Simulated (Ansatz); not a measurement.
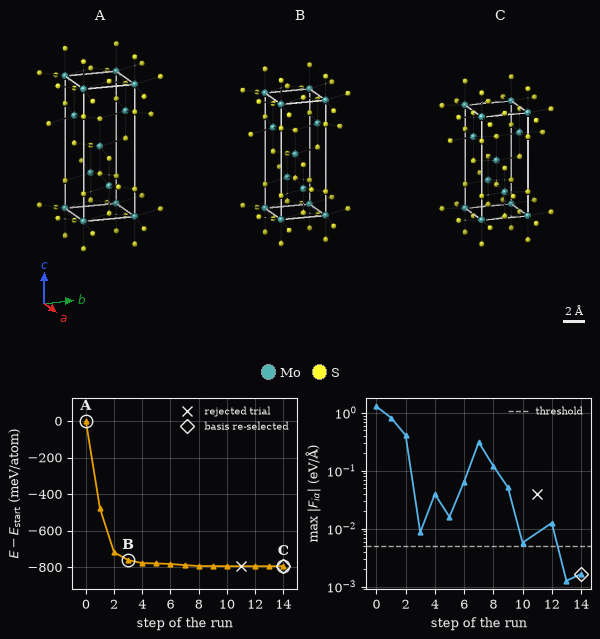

Frames of a relaxation of a crystal of MoS$_{2}$ (built on the anatase type), marked on the history of the run. The picture is a ball-and-stick view of the conventional cell (2 times the calculation's cell), seen slightly off an axis. Lengths and directions refer to the drawn axes.

Computed with DFT, PBE, plane waves, PAW in Ansatz. Set-up: plane-wave cutoff 420 eV; k-point mesh 6 × 6 × 6; occupations fermi dirac; smearing width 0.02 eV; no spin polarisation; cell and atoms relaxed; force threshold 0.005 eV/Å.

**Describe the path.**

The energy falls by 794 meV per atom in 12 accepted moves (14 points after the start). Largest force component: 1.3 eV/Å at the start, 0.0016 eV/Å at the end. The pressure goes from −17.67 to −0.01 GPa. The line search rejected the trial step at point 11 of the run. At 1 point the geometry stayed and the basis and grid were re-selected for the new cell (energy shift of 0.5 meV per atom at most each time). The largest moves relative to the cell, 0.26 Å, are those of S atoms. Mo stays in place. The drawn cell changes as follows: a = b 5.298 → 4.775 Å (−9.9 %), c 13.298 → 10.367 Å (−22.0 %); the volume changes by −36.7 %. Some distances before and after: Mo–S 2.766 → 2.418 Å, Mo–S 2.707 → 2.394 Å. Among the angles between lasting bonds that change: Mo–S–Mo 156.2° → 171.7°, S–Mo–S 156.2° → 171.7°, S–Mo–S 101.9° → 94.2°. The space group stays I4_1/amd (No. 141). From step 0 to 3: volume −34.3 %, energy −761 meV per atom. From step 3 to 14: S atoms move most (0.26 Å), volume −3.7 %, energy −33.2 meV per atom.

```csv
step,"E − E(0), meV/atom","largest force component, eV/Å","pressure, GPa","volume, Å³/atom",note
0,0.00,1.2910,-17.67,31.102,
1,-478.34,0.8247,-14.44,27.084,
2,-718.17,0.4116,-5.56,23.641,
3,-760.82,0.0087,5.07,20.443,
4,-777.72,0.0396,-1.02,21.650,
5,-779.25,0.0160,-0.19,21.390,
6,-782.26,0.0649,0.42,21.027,
7,-788.21,0.3112,0.32,20.349,
8,-793.49,0.1213,0.01,19.942,
9,-793.65,0.0516,0.09,19.848,
10,-794.44,0.0057,0.24,19.674,
11,-794.28,0.0394,-0.66,19.802,rejected
12,-794.50,0.0126,0.02,19.715,
13,-794.51,0.0013,0.00,19.695,
14,-793.97,0.0016,-0.01,19.695,"same geometry, new basis"
```
